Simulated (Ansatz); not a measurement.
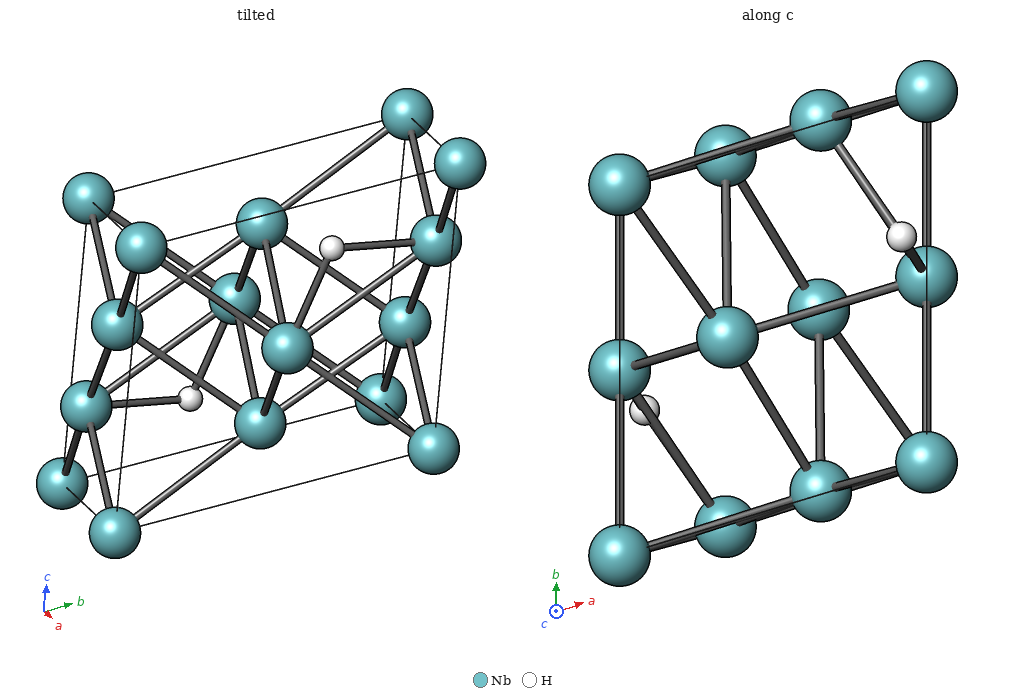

The crystal in a ball-and-stick representation, seen slightly off an axis and along the c axis. The conventional unit cell is outlined; an atom on or near a face, edge or corner is repeated at each equivalent position. Cell: a = 4.77 Å, b = 5.57 Å, c = 5.58 Å, α = 63.52°, β = 64.70°, γ = 64.79°.

The starting point was a structure type filled with these elements by a generator (whether the compound takes this form wasn't checked). Earlier steps of the study may have refined or changed the cell and positions. Ansatz was used for an electronic-structure calculation on it.

**Characterise what is shown.**

The solid is Nb$_{3}$H. The atoms follow space group P-1 (No. 2); the Bravais lattice is primitive triclinic. Content of the cell: 6 Nb, 2 H (Z = 2). By contacts within bonding range, the coordination numbers are Nb 8 to 10 (mean 9.3) and H 4. Not all metal-metal contacts are counted.

Electronic-structure method: DFT PBE, scalar-relativistic, plane waves, PAW in Ansatz. Parameters: a cutoff energy of 420 eV, k-points about 0.16 Å⁻¹ apart, Gaussian smearing of 0.1 eV, no spin polarisation.

**What is the electronic character?**

A metal: bands cross the Fermi level.

**List the Bader charges.**

Nb +0.11 to +0.28 e; H -0.65 e.

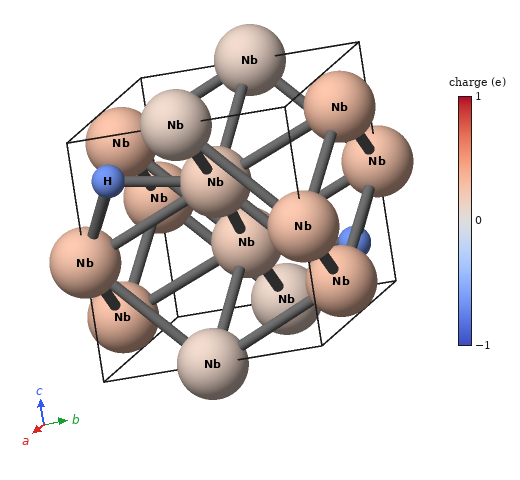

The atoms coloured by those charges. The run's cell of 8 atoms is drawn in a reduced setting, so axes and origin can differ from the first picture.

**Does the calculation find this structure at rest?**

Yes. The largest force is 0.01 eV/Å. The pressure is 0.0 GPa, close to zero.
